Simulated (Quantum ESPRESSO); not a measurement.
**Run report: LiF, relaxation of cell and atoms**

The run: relaxation of cell and atoms of LiF (Fm-3m, 2 atoms in the cell). Method and program: Kohn-Sham DFT of a periodic cell, PBEsol, PseudoDojo 0.4.1 SR PBE standard, no spin polarisation (Quantum ESPRESSO 7.5).

The structure derives from an entry of the Crystallography Open Database.

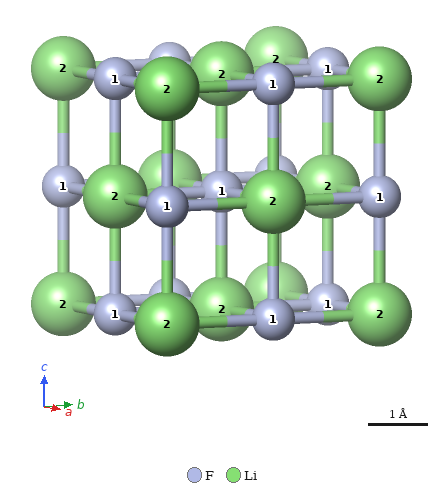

Figure 1. The structure as given in the input (ball-and-stick view of the cell 4 times as large as that of the calculation, set on its symmetry axes, seen at an oblique angle; atoms are numbered from 1 in the order of the input). An atom can appear more than once, as a periodic image.

Input
```python
import numpy as np
from ase.calculators.espresso import Espresso, EspressoProfile
from ase.io import read

atoms = read('LiF.xyz')

input_data = {
    'control': {'calculation': 'scf', 'prefix': 'pwscf', 'outdir': './tmp', 'tprnfor': True, 'tstress': True, 'disk_io': 'low'},
    'system': {'ecutwfc': 84.0, 'nbnd': 10, 'input_dft': 'pbesol', 'occupations': 'smearing', 'smearing': 'fd', 'degauss': 0.00367493},
    'electrons': {'conv_thr': 4e-10, 'electron_maxstep': 120, 'mixing_beta': 0.5},
}
pseudopotentials = {'F': 'F.upf', 'Li': 'Li.upf'}
profile = EspressoProfile(command='pw.x', pseudo_dir='pseudo')
dft = Espresso(profile=profile, input_data=input_data, pseudopotentials=pseudopotentials, kpts=(11, 11, 11), koffset=(0, 0, 0))
atoms.calc = dft

from ase.optimize import BFGS
from ase.filters import FrechetCellFilter
done = BFGS(FrechetCellFilter(atoms), trajectory='opt.traj').run(fmax=0.02, steps=30)
print('converged', done)
print('cell (A)', np.round(atoms.cell.cellpar(), 5))
print(f'energy {atoms.get_potential_energy():.8f} eV')
print('forces (eV/A)')
print(np.round(atoms.get_forces(), 6))
print('stress (eV/A^3, Voigt)')
print(np.round(atoms.get_stress(), 8))
print(f'Fermi level {dft.get_fermi_level():.4f} eV')
```

File LiF.xyz
```
2
Lattice="0.0000000000 2.0140000000 2.0140000000 2.0140000000 0.0000000000 2.0140000000 2.0140000000 2.0140000000 0.0000000000" Properties=species:S:1:pos:R:3 pbc="T T T"
F      2.0140000000      2.0140000000      2.0140000000
Li     0.0000000000      0.0000000000      0.0000000000
```

Hardware: 1 thread of Arm Neoverse V2, 24 GiB of memory available, shared host.

Command:
```bash
OMP_NUM_THREADS=1 python run.py
```

Output
```
Step          Energy          fmax
BFGS:    0     -867.015050        0.059675
BFGS:    1     -867.015194        0.055179
BFGS:    2     -867.016022        0.001040
converged True
cell (A) [ 2.83216  2.83216  2.83216 60.      60.      60.     ]
energy -867.01602183 eV
forces (eV/A)
[[ 0.  0. -0.]
 [-0. -0.  0.]]
stress (eV/A^3, Voigt)
[-0.00012946 -0.00012946 -0.00012946  0.          0.         -0.        ]
Fermi level 4.9905 eV
```

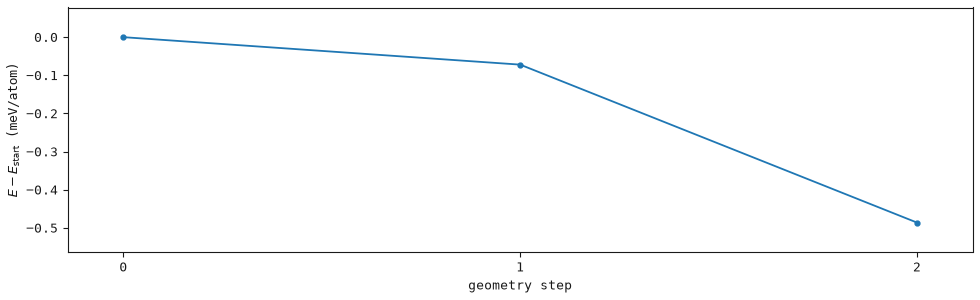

Figure 2. Progress of the relaxation, step by step (steps are counted from 0).

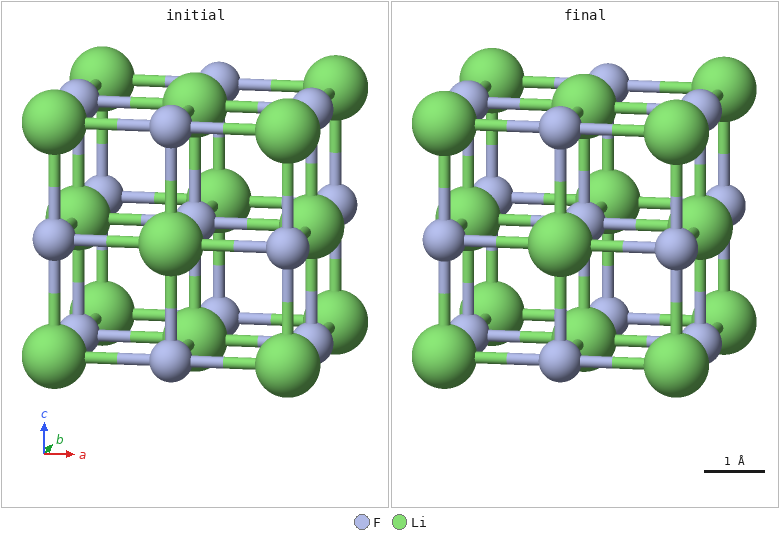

Figure 3. Before (left) and after (right) the relaxation, at one scale (ball-and-stick view of the cell 4 times as large as that of the calculation, set on its symmetry axes, seen slightly off an axis). The atoms keep their places relative to the cell (all moves are under 0.005 Å). Cell: a = b = c 4.028 → 4.005 Å (−0.6 %). Volume −1.7 %. Distances before and after: F1–Li2 2.014 → 2.003 Å. The space group stays Fm-3m (No. 225). The energy falls by 0.5 meV per atom in 2 geometry steps. All forces vanish by symmetry, so only the cell relaxes. (Atoms are counted from 1 in the order of the input.)

Summary

```csv
quantity,value
outcome,converged
space group (tolerance 0.01 Å),Fm-3m (225)
electrons treated,10
free energy,−867.0161 eV
Fermi energy,4.990 eV
gap on the k-point mesh,9.05 eV
pressure,0.02 GPa
final volume,16.06 Å³
largest force (length of the vector) at the end,under 0.001 eV/Å
final cell,"a = 2.832 Å, b = 2.832 Å, c = 2.832 Å, α = 60.00°, β = 60.00°, γ = 60.00°"
wall time,20 s
peak memory,0.08 GiB
```

Notes

Further notes kept with the run: potentials made for another functional. Points of doubt noted for this run: potentials made for another functional.
